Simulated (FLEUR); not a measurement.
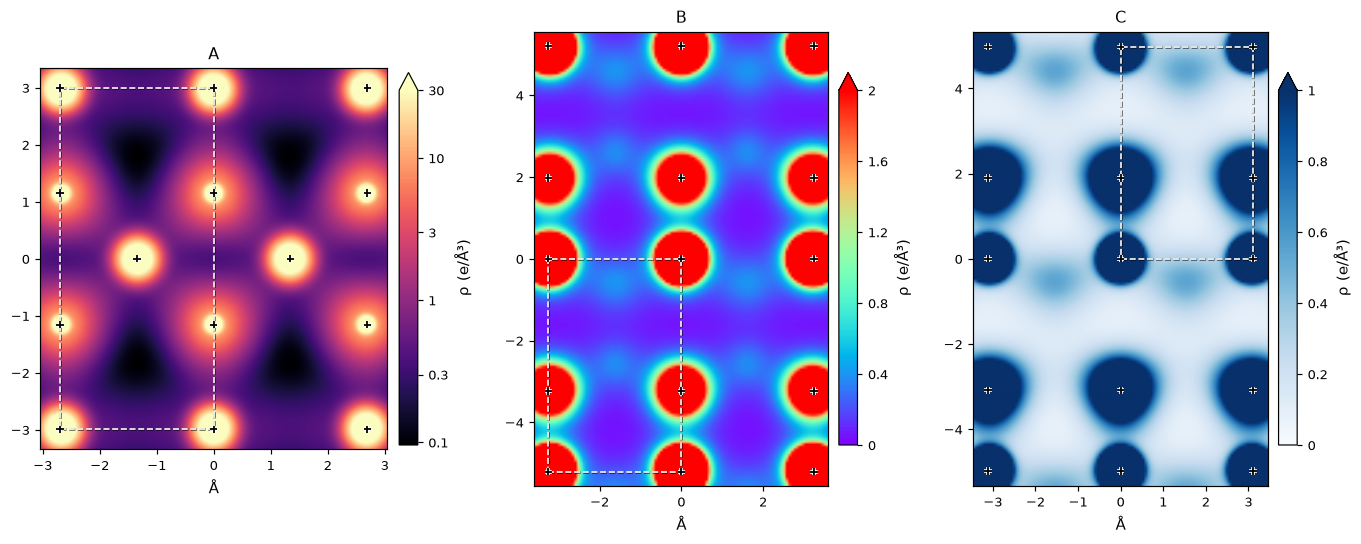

The electron density of 3 systems, each on a plane through atoms (crosses mark nuclei in the plane).

All numbers below come from Kohn-Sham DFT of a periodic cell, PBEsol, all-electron (FLEUR MaX-R8.1 (later development tree)).

System 1: ZnO, the (100) plane of the conventional cell. Space group P6₃mc.

System 2: AlN, the (100) plane of the conventional cell. Space group P6₃mc.

```xyz
4
Lattice="3.1130 0.0000 0.0000 -1.5565 2.6959 0.0000 0.0000 0.0000 4.9810" Properties=species:S:1:pos:R:3 pbc="T T T"
Al    1.5565    0.8986    2.4905
Al    0.0000    1.7973    0.0000
N     1.5565    0.8986    4.3833
N     0.0000    1.7973    1.8928
```

System 3: SiO2, the (11̄0) plane of the conventional cell. Space group P4₂/mnm; a structure from a database of computed crystals, not necessarily the ambient phase.

```
Si O
1.0
     4.23317    0.00000    0.00000
     0.00000    4.23317    0.00000
     0.00000    0.00000    2.69349
Si O
2 4
Direct
  0.00000 0.00000 0.00000
  0.50000 0.50000 0.50000
  0.80684 0.19316 0.50000
  0.30684 0.30684 0.00000
  0.19316 0.80684 0.50000
  0.69316 0.69316 0.00000
```

Which map belongs to which system?

Answer. Panel A is system 3, SiO2: the plane holds Si and O. Si–O (1.78 Å): ρ is about 0.94 e/Å³ halfway. Panel B is system 1, ZnO: the plane holds Zn and O. Zn–O (1.97 Å): ρ is about 0.61 e/Å³ halfway. Panel C is system 2, AlN: the plane holds Al and N. Al–N (1.89 Å): the density is about 0.7 e/Å³ at the midpoint.
